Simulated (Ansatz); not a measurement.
Consider Cs2SnI6.

Space group Fm-3m.

Input file:

```
crystal:
  lattice:
    - [0.0, 5.8138, 5.8138]
    - [5.8138, 0.0, 5.8138]
    - [5.8138, 5.8138, 0.0]
  atoms:
    - { symbol: Cs, position: [0.25, 0.25, 0.25] }
    - { symbol: Cs, position: [0.75, 0.75, 0.75] }
    - { symbol: Sn, position: [0.0, 0.0, 0.0] }
    - { symbol: I, position: [0.75464, 0.24536, 0.24536] }
    - { symbol: I, position: [0.24536, 0.75464, 0.24536] }
    - { symbol: I, position: [0.24536, 0.75464, 0.75464] }
    - { symbol: I, position: [0.75464, 0.24536, 0.75464] }
    - { symbol: I, position: [0.24536, 0.24536, 0.75464] }
    - { symbol: I, position: [0.75464, 0.75464, 0.24536] }
basis:
  ecutwfc: 420
  fft_grid_basis: typed
kpoints:
  mp_grid: { grid: [6, 6, 6] }
hamiltonian:
  xc: pbe
  pseudopotentials: { kind: paw }
scf:
  occupations: { method: gaussian, width: 0.05 }
output:
  forces: true
  stress: true
  eigenvalues: true
  bader: true
  write_density: true
  volumetric_format: npy
  elf: true
```

Launched as:

```sh
ansatz run input.yaml --threads 1 --pin off --max-ram 3072MiB --backend cpu --events-out ev --progress --plain --runs-dir out
```

The picture shows the conventional cell (a = 11.63 Å, b = 11.63 Å, c = 11.63 Å, α = 90.00°, β = 90.00°, γ = 90.00°).

These are results of DFT PBE, scalar-relativistic, plane waves, PAW in Ansatz, not measurements.

Question: Predict the deformation density (crystal less neutral atoms): where will charge gather?

Answer: I–Sn (2.85 Å): Δρ is +0.07 e/Å³ at the midpoint.
Over the whole cell, outside the masked cores, the largest gain, 0.07 e/Å³, lies 1.3 Å from an iodine nucleus and 1.6 Å from a tin one, and the largest loss lies at the edge of the masked core of Sn.
The rearranged charge, half the integral of |Δρ|, is about 0.16 e an atom.
Bader charges: Cs +0.83, Sn +1.23 and I −0.48 e.

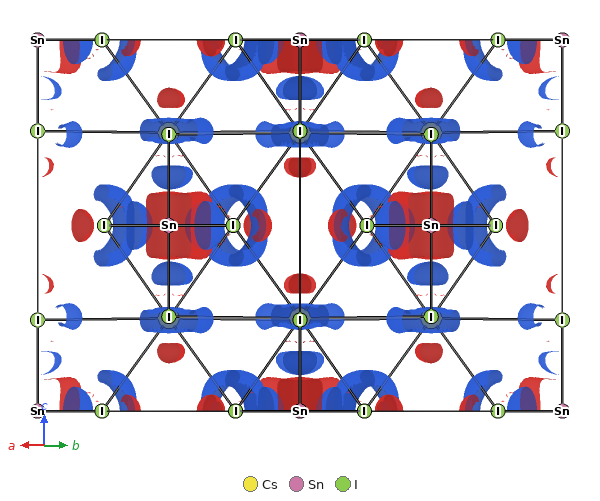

Computed deformation density: blue surfaces at +0.02 and red ones at −0.02 e/Å³, in the conventional cell seen along [110] (the regions close to the nuclei are left out).

Cores are masked to 1.0 Å (Cs), 0.9 Å (Sn) and 0.9 Å (I).

Core electrons are frozen (PAW), so the fields are smoothed inside the atomic spheres.
